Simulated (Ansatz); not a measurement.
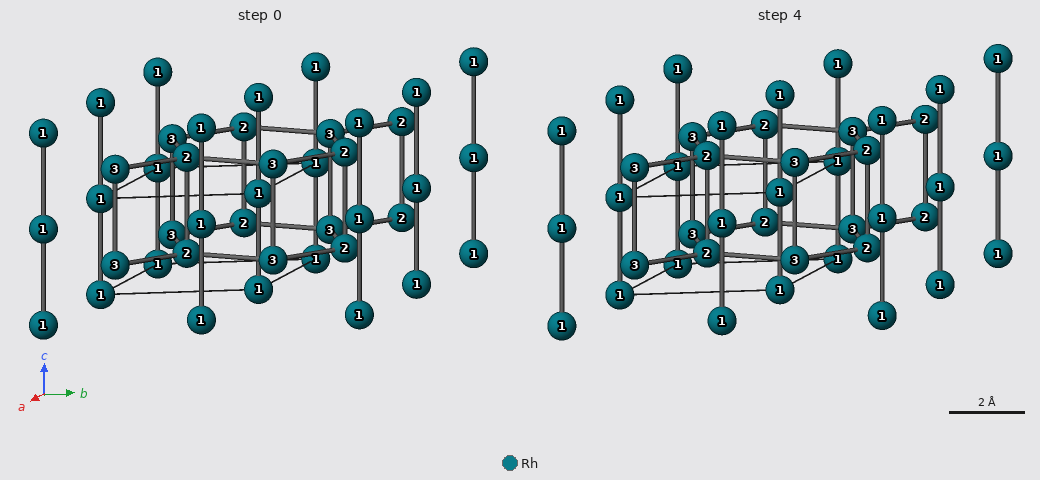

The structure of a crystal of Rh (a generated structure, set up in P6/mmm) before (left) and after (right) a relaxation, at one scale.

Style: ball-and-stick. Shown: the cell of the calculation, repeated 2 × 2 × 2 with one cell outlined, slightly off an axis.

Phase: omega (AlB2-type).

Method: DFT, r2SCAN, plane waves (500 eV) with PAW, scalar-relativistic in Ansatz.

Input
```yaml
crystal:
  lattice:
    - [4.2673781655, 0.0, 0.0]
    - [-2.1336890828, 3.6956578989, 0.0]
    - [0.0, 0.0, 2.6159028155]
  atoms:
    - { symbol: Rh, position: [0.0, 0.0, 0.0], spin: 1.0 }
    - { symbol: Rh, position: [0.3333333333, 0.6666666667, 0.5], spin: 1.0 }
    - { symbol: Rh, position: [0.6666666667, 0.3333333333, 0.5], spin: 1.0 }
hamiltonian:
  xc: r2scan
  pseudopotentials:
    kind: paw
    azcp:
      Rh: "pseudopotentials/Rh.paw.azcp"
basis:
  ecutwfc: 500
  fft_grid_basis: typed
kpoints:
  mp_grid: { grid: [9, 9, 12], shift: [0, 0, 0] }
magnetization:
  spin_polarized: true
scf:
  occupations: { method: fermi_dirac, width: 0.05 }
relax:
  max_steps: 60
  f_tol: 0.01
  cell: {}
```

Q: Summarise the run.

A: After 3 accepted moves (4 points after the start) the energy has fallen by 46.5 meV per cell of the calculation. All forces vanish by symmetry, so only the cell relaxes. Pressure: 7.61 GPa at the start and 0.02 GPa at the end. The SCF was repeated once at an unchanged geometry on a basis and grid sized afresh for the cell, which shifted the energy by 0.6 meV per cell of the calculation at most. No atom moves by more than 0.005 Å relative to the cell. Cell: a = b 4.267 → 4.327 Å (+1.4 %), c 2.616 → 2.658 Å (+1.6 %). Volume +4.5 %. Among the contacts that change: Rh1–Rh1 2.616 → 2.658 Å, Rh1–Rh2 2.789 → 2.830 Å, Rh2–Rh3 2.464 → 2.498 Å. The space group stays P6/mmm (No. 191).
